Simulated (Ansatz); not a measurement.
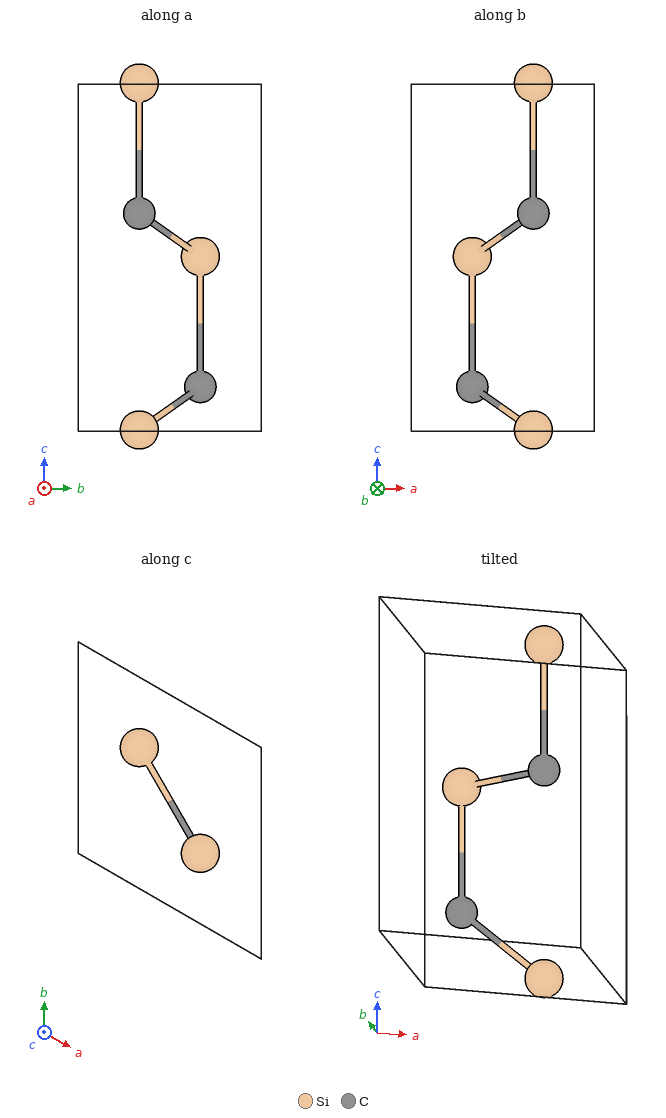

Drawn in the ball-and-stick manner and seen along the a axis, along the b axis, along the c axis and slightly off an axis. The edges of the conventional unit cell are marked.

Lattice parameters: a = 3.0760 Å, b = 3.0760 Å, c = 5.0476 Å, α = 90.000°, β = 90.000°, γ = 120.000°.

Turn the picture into a CIF with its space group and independent sites, with free fractional coordinates to two decimals.

Answer.
```cif
data_structure
_symmetry_space_group_name_H-M 'P 63 m c'
_symmetry_Int_Tables_number 186
_cell_length_a 3.0760
_cell_length_b 3.0760
_cell_length_c 5.0476
_cell_angle_alpha 90.000
_cell_angle_beta 90.000
_cell_angle_gamma 120.000
_cell_volume 41.36
loop_
_atom_site_label
_atom_site_type_symbol
_atom_site_symmetry_multiplicity
_atom_site_Wyckoff_symbol
_atom_site_fract_x
_atom_site_fract_y
_atom_site_fract_z
_atom_site_occupancy
Si1 Si 2 b 0.6667 0.3333 0.00 1
C1 C 2 b 0.6667 0.3333 0.63 1
```

The cell started as a structure type filled with these elements by a generator (whether the compound takes this form wasn't checked). The picture shows the end point of a geometry optimisation with DFT, PBEsol, plane waves, PAW (Ansatz).
